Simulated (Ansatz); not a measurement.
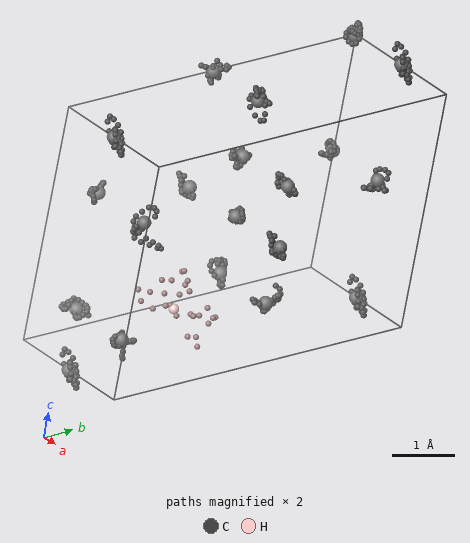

Molecular dynamics of C with an interstitial H (17 atoms in the cell), of which 78 fs are on record. Dots mark each atom's position at evenly spaced times, in the colour of its element; spheres stand at the starting positions. The excursions are magnified 2 times. Seen slightly off an axis in the reduced simulation cell.

Method: Ansatz, DFT PBE, scalar-relativistic, plane waves, PAW. Settings: plane-wave cutoff 420 eV; k-point mesh 3 × 3 × 3; Fermi-Dirac smearing 0.02 eV; spin collinear; Langevin thermostat (NVT); set temperature 1260 K; time step 0.75 fs; friction 0.02 per fs.

**What do the traces tell about the motion?**

In the second half of the run the atoms are, in the root-mean-square, this far from where they began (common drift taken out): H 0.32 Å, C 0.09 Å. The run lasts only 78 fs, too short to tell vibration from diffusion. Bond changes: 2 C–H contacts open and close in turn. The mean temperature in the second half is 1100 K (standard deviation 148 K). The potential energy in the second half lies on average 130 meV per atom above the first frame. The run was cut off by its time limit after 104 steps.

Limits of the set-up: the periodic images lie only 5.0 Å apart, so the values are limited by the cell's size.

The run took 14 min on 1 thread of AMD EPYC 9R45 96-Core Processor (Zen 5), on a shared host, peak memory 0.45 GiB.
